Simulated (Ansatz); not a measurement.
System: ZnGa₂O₄.

Input file:

```
crystal:
  lattice:
    - [0.0, 4.1698544958, 4.1698544958]
    - [-4.1698544958, 4.1698544958, 0.0]
    - [-4.1698544958, 0.0, 4.1698544958]
  atoms:
    - { symbol: Zn, position: [0.5, 0.5, 0.5] }
    - { symbol: Zn, position: [0.25, 0.25, 0.25] }
    - { symbol: Ga, position: [0.875, 0.875, 0.375] }
    - { symbol: Ga, position: [0.875, 0.375, 0.875] }
    - { symbol: Ga, position: [0.875, 0.875, 0.875] }
    - { symbol: Ga, position: [0.375, 0.875, 0.875] }
    - { symbol: O, position: [0.1136872909, 0.6589381273, 0.1136872909] }
    - { symbol: O, position: [0.6363127091, 0.6363127091, 0.0910618727] }
    - { symbol: O, position: [0.0910618727, 0.6363127091, 0.6363127091] }
    - { symbol: O, position: [0.6363127091, 0.6363127091, 0.6363127091] }
    - { symbol: O, position: [0.6589381273, 0.1136872909, 0.1136872909] }
    - { symbol: O, position: [0.1136872909, 0.1136872909, 0.1136872909] }
    - { symbol: O, position: [0.6363127091, 0.0910618727, 0.6363127091] }
    - { symbol: O, position: [0.1136872909, 0.1136872909, 0.6589381273] }
basis:
  ecutwfc: 420
  xc_grid: 2
kpoints:
  mp_grid: { grid: [2, 2, 2], shift: [0.0, 0.0, 0.0] }
hamiltonian:
  xc: pbesol
scf:
  occupations: { method: gaussian, width: 0.02 }
output:
  forces: true
  stress: true
  eigenvalues: true
  write_density: true
  write_potential: true
  elf: true
  volumetric_format: npy
```

Command:

```sh
ansatz run input.yaml --threads 8 --pin off --max-ram 14336MiB --backend cpu --events-out ev --progress --plain --runs-dir out
```

Below, planes, directions and counts refer to the conventional cell (a = 8.34 Å, b = 8.34 Å, c = 8.34 Å, α = 90.00°, β = 90.00°, γ = 90.00°).

Space group Fd-3m; a structure from a database of computed crystals, not necessarily the ambient phase.

The calculation used DFT PBEsol, scalar-relativistic, plane waves, PAW (Ansatz 0.2.0).

**What will maps of the valence pseudo-density and electron localisation function show?**

Zn–O (1.97 Å): the density is about 0.6 e/Å³ at the midpoint; the ELF peaks at about 0.85 in the valence shell of O, 0.6 Å from its nucleus, and is about 0.25 at the midpoint (no localised pair shows between them).
Ga–O (2.00 Å): ρ at the midpoint is about 0.61 e/Å³; the ELF peaks at about 0.85 in the valence shell of O, 0.6 Å from its nucleus, and is about 0.30 at the midpoint.

**Does the calculation give a band gap?**

It is gapped, with a Kohn–Sham gap of 2.6 eV on the k-point mesh, an upper bound to the gap of this method.

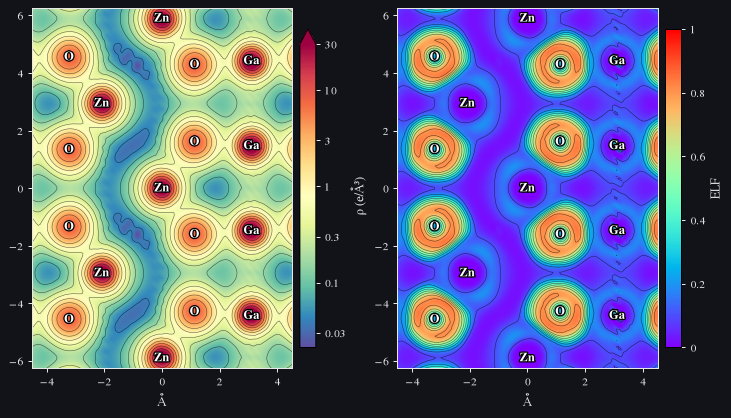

Computed valence pseudo-density and electron localisation function on the (101) plane of the conventional cell, in this order. 

Core electrons are frozen (PAW), and the valence fields are smoothed inside the atomic spheres.
